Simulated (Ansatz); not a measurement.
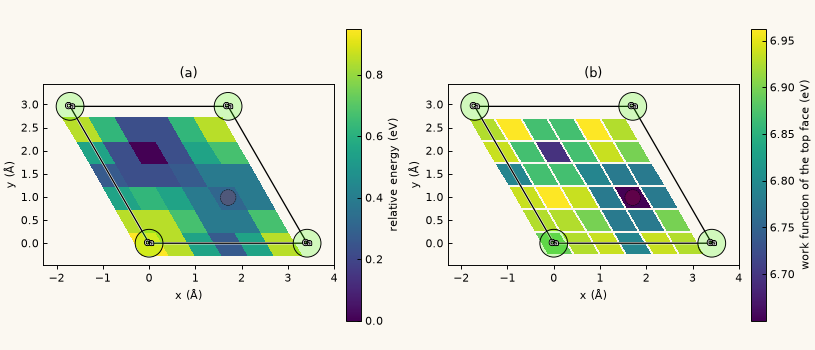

H on a CaO(111) slab cut from the Fm-3m phase, its upper half relaxed before the scan (4 atoms of substrate and one adsorbate in a 1 × 1 cell). 
- H is moved over the surface cell; relaxed at each place: the height of the adsorbate's atoms; substrate rigid; the origin of the map has the adsorbate above Ca4.
- Places are given modulo a cell vector. The map is drawn in real space over the plane of the surface.
- Grid: 6 × 6 points; 10 points were computed and 26 follow by symmetry.
- Energies: eV, counted from the lowest grid point.
- With one adsorbate in each 1 × 1 cell, its nearest image is 3.4 Å away, so neighbouring adsorbates interact.
- The calculation used DFT PBE, scalar-relativistic, plane waves, PAW in Ansatz 0.2.0. Settings: cutoff 420 eV, k-mesh 9×9×1, gaussian smearing 0.05 eV, spin-polarised.

Panel (a) is the energy and panel (b) the computed work function of the top face on the same grid.

In the figure: one coloured cell a grid point, labelled circles for the atoms of the top layer and small ones for the second layer, the outline of one cell of the plane.

Question: How does the work function of the top face vary over the map, and what is it at the lowest grid point?

Answer: It runs from 6.65 eV at a threefold hollow over a second-layer O atom, (4/6, 2/6) of the cell vectors to 6.96 eV at (1/6, 2/6) of the cell vectors [nearest 1 Ca at 2.08 Å]. At the lowest grid point, a threefold hollow over a third-layer Ca atom, (2/6, 4/6) of the cell vectors, it is 6.70 eV.

```tsv
second ↓, first →	0/6	1/6	2/6	3/6	4/6	5/6
5/6	6.93	6.96	6.87	6.87	6.96	6.93
4/6	6.94	6.87	6.70	6.87	6.94	6.90
3/6	6.79	6.87	6.87	6.79	6.78	6.78
2/6	6.94	6.96	6.94	6.78	6.65	6.78
1/6	6.93	6.93	6.90	6.78	6.78	6.90
0/6	6.89	6.93	6.94	6.79	6.94	6.93
```
